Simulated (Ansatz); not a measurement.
**How many bands does the GW gap of WSe2 (layers cut from the bulk crystal) need?**

How do accuracy and time trade against each other in G0W0 on WSe2 (layers cut from the bulk crystal)?

Program: Ansatz 0.2.0. Level of theory: G0W0 on PBEsol, plane waves, PAW; PAW set soft_1. Results are calculated unless marked as measured.

## Step 1: Starting point

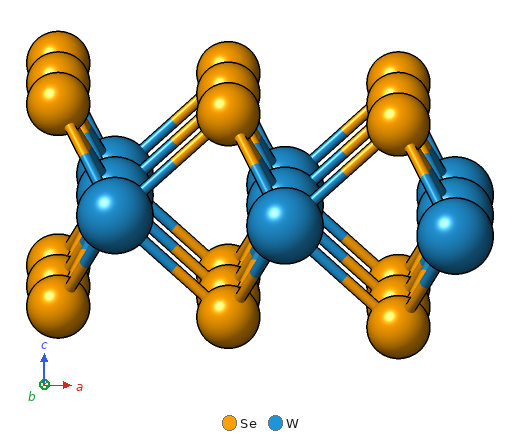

The starting structure, seen nearly edge on (selenium orange, tungsten blue). 3×3×1 cells are drawn.

The cell holds 3 atoms: 2 Se and 1 W. Its edges and angles: a = 3.240 Å, b = 3.240 Å, c = 29.900 Å, α = 90.0°, β = 90.0°, γ = 120.0°. It derives from WSe2. Vacuum lies along c.

The structure was relaxed with PBEsol-D3(BJ). The runs that relaxed it are not among those shown. Spin-orbit coupling is left out unless a step names it. The Coulomb interaction is cut off across the vacuum.

## Step 2: 144 empty bands, screening to 38 eV

G0W0 replaces the xc potential by the self-energy, built once from these orbitals. Only a window of levels is corrected, while the sums run over the empty bands that the input names. This step takes PAW set soft_1 files.

File input.yaml:

```yaml
crystal:
  lattice:
    - [3.2404767544, 0.0, 0.0]
    - [-1.6202383772, 2.8063351897, 0.0]
    - [0.0, 0.0, 29.9]
  atoms:
    - { symbol: Se, position: [0.3333333333, 0.6666666667, 0.4437964158] }
    - { symbol: W, position: [0.6666666667, 0.3333333333, 0.5] }
    - { symbol: Se, position: [0.3333333333, 0.6666666667, 0.5562035842] }
  periodic: [true, true, false]
kpoints:
  mp_grid: { grid: [6, 6, 1] }
hamiltonian:
  xc: pbesol
  pseudopotentials: { kind: paw, azcp: { folder: soft_1 }, xc_functional: pbe }
scf:
  occupations: { method: fixed }
gw:
  n_empty_bands: 144
  ecut_chi: 38
  qp_bands: [v2, c2]
  qp_kpoints: band_edges
  screening: { model: contour_deformation }
```

Run with:

```console
> ansatz run input.yaml --threads 2 --pin off --max-ram 92160MiB --backend cuda --events-out ev --progress --plain --runs-dir out --devices 1 --max-vram 13GiB
```

Numbers of over 12 decimals in the logs are rounded to 6 here.

Output:

```text
GPUs: using 1 of 1 available (devices: 1).
Engine: ansatz 0.2.0, x86_64-unknown-linux-gnu
Pseudopotentials: kind: paw
Pseudopotential: Se, paw, valence charge 16, recommended cutoff 420 eV (normal), soft_1/Se.paw.azcp
Pseudopotential: W, paw, valence charge 14, recommended cutoff 420 eV (normal), soft_1/W.paw.azcp
Functional definition: PBEsol
  exchange = pbesol_x
  correlation = pbesol_c
device memory: the entry about to start is reckoned to put 1.9 GiB on a device that reports 62.8 GiB free (of which the cap on the GPU budget leaves the run 13.0 GiB)
GPU FFT provider: cuFFT
GPU libraries: cuBLAS 13.8.2, cuFFT 12.4.0, cuSOLVER 12.3.4
Crystal: 3 atoms, lattice volume = 271.907 Å³
Basis set: ecut = 420 eV, 5415 PW (Γ)
Bands: 28, of which v1, the nominal top of the filled ones, is band 23 counted from 1 (22 counted from 0)
Symmetry: 12 space group operations
Space group: P-6m2 (ITA 187), of the structure as read, at distance tolerance 6.5e-5 Å
k-points: 7 of 36 (time reversal used)
Non-local potential: Se, projectors of the file, l = 0: 2, l = 1: 2, l = 2: 3, l = 3: 1
Non-local potential: W, projectors of the file, l = 0: 3, l = 1: 2, l = 2: 2, l = 3: 1
PAW form: soft (Blöchl's): semilocal exchange-correlation on the pseudo side does not see the compensation charge
PAW frozen core: Se, regenerated for the run's functional, and the local potential with it (the file was generated under x = pbe(κ = 0.804, μ = 0.219515), c = pbe(β = 0.066725))
PAW frozen core: W, regenerated for the run's functional, and the local potential with it (the file was generated under x = pbe(κ = 0.804, μ = 0.219515), c = pbe(β = 0.066725))
PAW one-centre angular grid: Se, 590 points (default); XC on 64 Gauss nodes
PAW one-centre angular grid: W, 590 points (default); XC on 64 Gauss nodes
Initial density: superposition of atomic densities (neutral atoms: chi_scale 0, normalization atom)
Initial wavefunctions: pseudopotential atomic-orbital guess
GPU buffer pool allocated for 115200 grid points (all kernels)
GPU transforms: local potential and band sums: pruned to the plane-wave sphere, on 24×24×200
Functional: x = pbesol(κ = 0.804, μ = 0.123457), c = pbesol(β = 0.046)
iter 1 solved again at ethr=2.98e-3 eV; its pass at ethr=3.10e-3 eV (dr2=1.37e0 eV) is discarded
SCF iter   1: F=—  HF=-21108.131939 eV  |F-HF|=—  |Δ(HF+E_count)|=         —  Δρ=1.60e-2  dr2=1.35e0  ethr=2.98e-3  ⟨swp⟩=1.9  Hψ=1215  notcnv=0  defer=17
preconditioner: auto → Resta (q_TF=auto, 2.029 Å⁻¹)  ε∞=2.1  [insulator: Δε(μ)=1.711 eV  Ē_g=9.227 eV  n_scr=18 (ndim 8)  ℏωp=9.6 eV  f_vac=0.757  ε∞_Penn≈2.1  vacuum switching on, ρ_ref=6.2e-3 e/Å³]
SCF iter   2: F=—  HF=-21107.815624 eV  |F-HF|=—  |Δ(HF+E_count)|=   3.16e-1  Δρ=9.62e-3  dr2=3.13e-1  ethr=2.94e-3  ⟨swp⟩=3.1  Hψ=333  notcnv=0  defer=18
SCF iter   3: F=—  HF=-21107.792634 eV  |F-HF|=—  |Δ(HF+E_count)|=   2.30e-2  Δρ=5.66e-3  dr2=3.00e-1  ethr=6.80e-4  ⟨swp⟩=4.0  Hψ=423  notcnv=0  defer=21
SCF iter   4: F=—  HF=-21107.747826 eV  |F-HF|=—  |Δ(HF+E_count)|=   4.48e-2  Δρ=1.70e-3  dr2=6.16e-3  ethr=6.52e-4  ⟨swp⟩=2.9  Hψ=273  notcnv=0  defer=21
SCF iter   5: F=—  HF=-21107.747924 eV  |F-HF|=—  |Δ(HF+E_count)|=   9.76e-5  Δρ=3.18e-4  dr2=1.76e-4  ethr=1.34e-5  ⟨swp⟩=3.4  Hψ=421  notcnv=0  defer=21
SCF iter   6: F=—  HF=-21107.748067 eV  |F-HF|=—  |Δ(HF+E_count)|=   1.43e-4  Δρ=1.09e-4  dr2=2.14e-5  ethr=3.83e-7  ⟨swp⟩=3.4  Hψ=423  notcnv=0  defer=21
SCF iter   7: F=—  HF=-21107.748074 eV  |F-HF|=—  |Δ(HF+E_count)|=   7.10e-6  Δρ=2.23e-5  dr2=1.41e-6  ethr=4.65e-8  ⟨swp⟩=3.6  Hψ=420  notcnv=0  defer=21
SCF iter   8: F=—  HF=-21107.748075 eV  |F-HF|=—  |Δ(HF+E_count)|=   1.01e-6  Δρ=9.76e-6  dr2=2.07e-7  ethr=3.07e-9  ⟨swp⟩=3.6  Hψ=425  notcnv=0  defer=21
SCF iter   9: F=-21107.748075 eV  HF=-21107.748075 eV  |F-HF|=3.89e-9  |Δ(HF+E_count)|=   1.17e-7  Δρ=1.43e-6  dr2=7.65e-9  ethr=2.17e-10  ⟨swp⟩=18.0  Hψ=1292  notcnv=0
SCF 1 converged in 9 iterations: F = -21107.748075 eV  dr2 = 7.65e-9
  greatest PAW one-centre occupation: 1.000 electrons in one spin orbital (limit 2), on the Se atom at site 2 (counted from 0), in its partial waves of l = 2
device memory: the entry about to start is reckoned to put 2.6 GiB on a device that reports 65.1 GiB free (of which the cap on the GPU budget leaves the run 13.0 GiB)
NSCF: frozen V_eff on 7 k-points
the band table was solved once the SCF had ended and its energy, with any forces and stress, was formed, with the checks that follow a solve (1292 applications of the Hamiltonian). They found nothing against the state; the energy, forces and stress were not computed again (output.eigenvalues in the input reference)
device memory: the entry about to start is reckoned to put 3.1 GiB on a device that reports 65.0 GiB free (of which the cap on the GPU budget leaves the run 13.0 GiB)
NSCF: frozen V_eff on 7 k-points
G₀W₀ screening: q 1/7
[... further progress lines ...]
SCF converged after 9 iterations
Free energy (F): -21107.748075 eV
Harris-Foulkes:  -21107.748075 eV  (|F-HF|=3.89e-9)
Internal energy: -21107.748075 eV  (E = F + TS)
E sigma→0 (E₀):  -21107.748075 eV
Fermi energy:    -5.104657 eV
--- Per-component energies (eV) ---
  E_band       = -1658.342485
  E_kinetic    = 646.483673
  E_local      = -127071.492584  (includes V_loc(G=0)·N_el)
  E_nonlocal   = -727.987140
  E_hartree    = 63225.245489
  E_xc         = -436.337408
  E_vxc        = -413.483771  (∫ρ·V_xc dr)
  E_paw        = -12623.630457  (= ΣΔE_a)
  E_vpaw       = -542.333985  (= ΣTr[D̂ρ^β])
  E_aug_tail   = -0.000590  (compensation charges beyond the density's cutoff)
  E_ewald      = 55877.732181
  E_core_change = 2.238761  (= ΣΔE_core)
  E_smearing   = -0.000000  (= −TS)
  E_closure    = -0.000000  (closes the sum)
  Σ components = -21107.748075   (vs F -21107.748075, Δ=0.00e0)
--- Band table (eV; the first three rows and the last of 7) ---
  k-point 0: bands = [... 19 lower, -7.3970, -6.2091, -6.2091, -5.6262, -1.9588 (-1.9588°), -1.9588 (-1.9588°), -1.7864, -1.7864, ... 1 higher]
  k-point 1: bands = [... 19 lower, -6.9817, -6.8399, -6.4239, -5.7787, -2.9771, -2.4421, -2.2637, -1.3538, ... 1 higher]
  k-point 2: bands = [... 19 lower, -7.7370, -7.1634, -6.4392, -6.1805, -2.9490, -2.6481, -1.7652, -0.6893, ... 1 higher]
  k-point 6: bands = [... 19 lower, -8.8723, -8.5350, -7.5536, -5.1047, -3.2916, -2.3553, -1.4218, 0.1561, ... 1 higher]
  ° read free of the cell's end (the report's vacuum.weakly_bound_levels)
--- G₀W₀: contour deformation, 6 samples at zero and on the imaginary axis and 2 off it, 36 q-points, 144 empty bands' worth ---
  eigenvalues of the whole cell's RPA ε∞ on this k-mesh (on a slab, of 1 + 4πα/V) = 1.1805, 4.1472, 4.1472; static W/v taken at q = 0 is 0.449779
  gw.qp_kpoints: band_edges: 7 of 7 stored k-points solved, in 1 pass; an edge of the gap read off the rows below is read off those points alone
    ik  band        ε_KS         Σx   Σc(E_QP)       V_xc       Z   E_QP_lin       E_QP  E_QP is
     0    22     -6.2091   -20.1445     1.6083   -18.7922  0.7455    -5.9545    -5.9530  root
     0    23     -5.6262   -18.0455     1.2016   -16.9872  0.7413    -5.4833    -5.4829  root
     0    24     -1.9588   -13.8485    -3.4488   -18.3286  0.7439    -0.8853    -0.9275  root
     0    25     -1.9588   -13.8485    -3.4488   -18.3286  0.7439    -0.8853    -0.9275  root
     1    22     -6.4239   -17.9677     2.1697   -15.7484  0.7480    -6.4735    -6.4734  root
     1    23     -5.7787   -18.7291     1.3304   -17.5894  0.7384    -5.5888    -5.5880  root
     1    24     -2.9771   -12.6370    -3.2220   -16.7238  0.7495    -2.0874    -2.1124  root
     1    25     -2.4421   -13.6835    -3.5551   -18.2594  0.7521    -1.3847    -1.4213  root
     2    22     -6.4392   -18.3954     1.6312   -16.9112  0.7305    -6.2928    -6.2922  root
     2    23     -6.1805   -19.0905     2.0203   -17.1851  0.7441    -6.0658    -6.0655  root
     2    24     -2.9490   -13.3980    -3.4920   -17.7938  0.7423    -2.0166    -2.0452  root
     2    25     -2.6481   -15.3620    -3.5775   -19.9768  0.7340    -1.5690    -1.6109  root
     3    22     -6.1589   -17.7982     1.7065   -16.1366  0.7424    -6.1141    -6.1140  root
     3    23     -5.8755   -18.4051     2.0103   -16.4652  0.7515    -5.8052    -5.8050  root
     3    24     -2.4491   -16.6426    -4.0187   -21.7676  0.7241    -1.2886    -1.3428  root
     3    25     -2.1929   -14.4439    -4.0179   -19.4229  0.7239    -1.1876    -1.2319  root
     4    22     -6.4201   -18.3037     2.3290   -15.9217  0.7463    -6.4732    -6.4731  root
     4    23     -5.9058   -19.4625     1.5143   -18.1797  0.7360    -5.6755    -5.6742  root
     4    24     -3.4569   -12.9455    -3.0970   -16.8980  0.7512    -2.5794    -2.6014  root
     4    25     -2.5150   -14.6025    -3.7244   -19.3270  0.7332    -1.4746    -1.5149  root
     5    22     -7.1745   -18.8038     2.5892   -16.1534  0.7294    -7.2359    -7.2357  root
     5    23     -5.6193   -18.4549     1.2836   -17.3687  0.7421    -5.4227    -5.4219  root
     5    24     -2.8472   -14.5058    -3.4251   -18.8812  0.7391    -1.8643    -1.8969  root
     5    25     -2.0634   -16.0129    -4.2601   -21.3531  0.7175    -0.9254    -0.9833  root
     6    22     -7.5536   -19.5211     2.7401   -16.7542  0.7162    -7.5805    -7.5805  root
     6    23     -5.1047   -18.4766     0.8287   -17.9051  0.7434    -4.8487    -4.8475  root
     6    24     -3.2916   -15.5878    -3.3241   -19.9656  0.7412    -2.2007    -2.2379  root
     6    25     -2.3553   -12.5017    -3.6730   -17.0946  0.7481    -1.4060    -1.4355  root
```

Wall time 10 s (1 × NVIDIA H100 80GB HBM3 (shared by 6 runs) with 2 threads of AMD EPYC 7R13 (Zen 3), shared host); peak memory 1.2 GiB.

This step gave:

* bands summed: 167
* plane waves in the screening matrix: 157
* q-points in the mesh: 36
* G0W0 gap on the mesh: 2.246 eV
* k of the valence top: 0.3333, 0.3333, 0
* k of the conduction bottom: 0.1667, 0.1667, 0
* starting gap on the mesh: 1.648 eV
* Z at the valence top: 0.7434
* Z at the conduction bottom: 0.7512
* least direct G0W0 gap on the computed points: 2.610 eV

The gap on the mesh goes from 1.65 eV to 2.25 eV, a correction of +0.60 eV. Between the two edge states, bare exchange in place of the xc potential would open the gap by 4.52 eV, and correlation takes back 3.93 eV.

## Step 3: 361 empty bands, screening to 70 eV

Bands and screening cutoff are moved together, since each hides the error of the other.

Changes to input.yaml since step 2:

```diff
@@ -17,5 +17,6 @@
   occupations: { method: fixed }
+  convergence: { dr2_threshold: 1.0e-10 }
 gw:
-  n_empty_bands: 144
-  ecut_chi: 38
+  n_empty_bands: 361
+  ecut_chi: 70.0
   qp_bands: [v2, c2]
```

Output:

```text
GPUs: using 1 of 1 available (devices: 1).
[...]
GPU FFT provider: cuFFT
GPU libraries: cuBLAS 13.8.2, cuFFT 12.4.0, cuSOLVER 12.3.4
Crystal: 3 atoms, lattice volume = 271.907 Å³
Basis set: ecut = 420 eV, 5415 PW (Γ)
Bands: 28, of which v1, the nominal top of the filled ones, is band 23 counted from 1 (22 counted from 0)
Symmetry: 12 space group operations
[...]
k-points: 7 of 36 (time reversal used)
[...]
GPU buffer pool allocated for 115200 grid points (all kernels)
[...]
SCF iter  11: F=-21107.748075 eV  HF=-21107.748075 eV  |F-HF|=1.24e-10  |Δ(HF+E_count)|=  7.13e-10  Δρ=4.03e-8  dr2=9.52e-12  ethr=1.00e-12  ⟨swp⟩=17.7  Hψ=1229  notcnv=0
SCF 1 converged in 11 iterations: F = -21107.748075 eV  dr2 = 9.52e-12
[...]
NSCF: frozen V_eff on 7 k-points
[...]
G₀W₀ screening: q 1/7
[... further progress lines ...]
SCF converged after 11 iterations
Free energy (F): -21107.748075 eV
[...]
Internal energy: -21107.748075 eV  (E = F + TS)
E sigma→0 (E₀):  -21107.748075 eV
Fermi energy:    -5.104427 eV
[...]
--- Band table (eV; the first three rows and the last of 7) ---
  k-point 0: bands = [... 19 lower, -7.3968, -6.2088, -6.2088, -5.6260, -1.9586 (-1.9585°), -1.9586 (-1.9585°), -1.7862, -1.7862, ... 1 higher]
  k-point 1: bands = [... 19 lower, -6.9814, -6.8396, -6.4237, -5.7785, -2.9769, -2.4419, -2.2635, -1.3535, ... 1 higher]
  k-point 2: bands = [... 19 lower, -7.7367, -7.1632, -6.4390, -6.1803, -2.9488, -2.6479, -1.7650, -0.6890, ... 1 higher]
  k-point 6: bands = [... 19 lower, -8.8721, -8.5347, -7.5534, -5.1044, -3.2913, -2.3551, -1.4215, 0.1563, ... 1 higher]
  ° read free of the cell's end (the report's vacuum.weakly_bound_levels)
[...]
0    22     -6.2088   -20.1444     1.2689   -18.7922  0.7387    -6.2924    -6.2921  root
     0    23     -5.6260   -18.0455     0.9140   -16.9872  0.7348    -5.7707    -5.7702  root
     0    24     -1.9586   -13.8485    -3.7810   -18.3286  0.7370    -1.2431    -1.2595  root
     0    25     -1.9586   -13.8485    -3.7810   -18.3286  0.7370    -1.2431    -1.2595  root
     1    22     -6.4237   -17.9677     1.8676   -15.7484  0.7423    -6.7789    -6.7754  root
     1    23     -5.7785   -18.7291     1.0283   -17.5893  0.7316    -5.8901    -5.8899  root
     1    24     -2.9769   -12.6370    -3.5066   -16.7237  0.7431    -2.3869    -2.3968  root
     1    25     -2.4419   -13.6835    -3.8514   -18.2593  0.7462    -1.7014    -1.7174  root
[...]
6    22     -7.5534   -19.5211     2.4514   -16.7542  0.7110    -7.8729    -7.8689  root
     6    23     -5.1044   -18.4766     0.5118   -17.9051  0.7367    -5.1642    -5.1641  root
     6    24     -3.2913   -15.5878    -3.6661   -19.9656  0.7331    -2.5654    -2.5796  root
     6    25     -2.3551   -12.5017    -3.9384   -17.0946  0.7428    -1.6872    -1.7007  root
```

Elapsed: 20 s, on 1 × NVIDIA H100 80GB HBM3 (shared by 6 runs) with 2 threads; peak memory 1.6 GiB; 20 s of CPU time.

This step gave:

* bands summed: 384
* plane waves in the screening matrix: 353
* q-points in the mesh: 36
* G0W0 gap on the mesh: 2.283 eV
* k of the valence top: 0.3333, 0.3333, 0
* k of the conduction bottom: 0.1667, 0.1667, 0
* starting gap on the mesh: 1.648 eV
* Z at the valence top: 0.7367
* Z at the conduction bottom: 0.7450
* least direct G0W0 gap on the computed points: 2.585 eV

Against the run with 6×6×1 mesh, 144 empty bands, screening to 38 eV, PAW set soft_1 files, the gap moves by +0.04 eV.

## Step 4: Convergence and cost

Times are wall times on 1 × NVIDIA H100 80GB HBM3 (shared by 6 runs) with 2 threads of AMD EPYC 7R13 (Zen 3), shared host, good to a factor of about two.

| mesh | files | frequency | bands summed | cutoff (eV) | start (eV) | G0W0 (eV) | time | host memory (GiB) |
| --- | --- | --- | --- | --- | --- | --- | --- | --- |
| 6×6×1 | PAW set soft_1 | contour deformation | 167 | 38 | 1.648 | 2.246 | 10 s | 1.2 |
| 6×6×1 | PAW set soft_1 | contour deformation | 384 | 70 | 1.648 | 2.283 | 20 s | 1.6 |

How the two edges are built up, in eV (the quasiparticle level is the starting level plus Σx plus Σc less Vxc):

```
      run               edge  start      Σx     Σc     Vxc     Z     QP
167 bands        valence top  -5.10  -18.48   0.83  -17.91  0.74  -4.85
167 bands  conduction bottom  -3.46  -12.95  -3.10  -16.90  0.75  -2.60
384 bands        valence top  -5.10  -18.48   0.51  -17.91  0.74  -5.16
384 bands  conduction bottom  -3.46  -12.95  -3.38  -16.90  0.74  -2.88
```

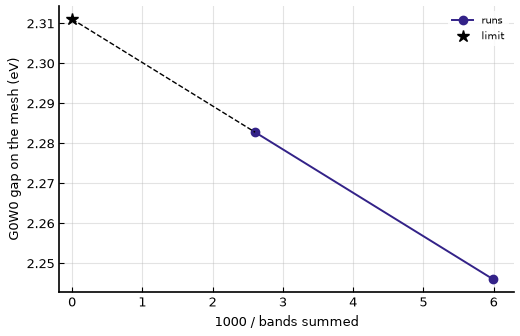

The gap against one over the number of bands; the dashed line carries the two highest rungs to the limit.

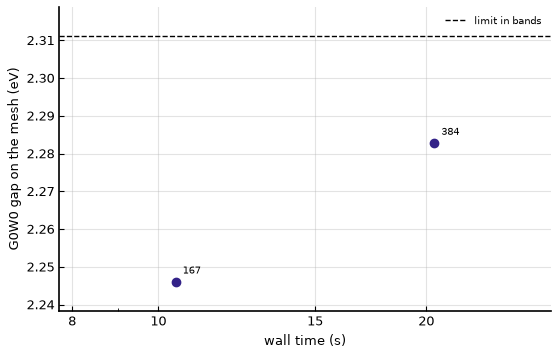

Result against wall time.

## Step 5: Outcome

| Quantity | Value |
| --- | --- |
| 167 bands, 38 eV | 2.246 eV |
| 384 bands, 70 eV | 2.283 eV |
| estimated limit in bands and cutoff | 2.31 eV |
| mesh and start | 6×6×1, PBEsol |

What this shows: A line in one over the bands through the two rungs gives 2.31 eV, +0.03 eV from the top rung; with two points alone it is an unchecked estimate. The rungs stand 0.07 eV (167 bands) and 0.03 eV (384 bands) from it. From 167 to 384 bands the gap moves by +0.04 eV. Σc changes by −0.32 eV at the valence top and −0.28 eV at the conduction bottom, so the levels themselves move more than the gap between them. The mesh in the plane is coarse for a sheet; gap and any exciton binding can still move on denser ones. The many-body steps are scalar-relativistic: spin-orbit coupling is not in them.

[Paths, hosts, dates, memory and timing lines, banners, echoed tables and standing remarks are left out of the program output.]

[Logs are printed without paths, hosts, clocks, repeated set-up lines and the standing remarks that a program may print on its own settings, such as how far it seeks lower states.]

[Runs of the session that timed out or met a known fault of the program may be left out.]

[Cells called generated may have been cut or substituted from an entry of the Crystallography Open Database or the Materials Project.]

[Hosts, paths, dates, database ids (printed as entryN), source tags and the programs' standing remarks are cut or masked in the printed files.]
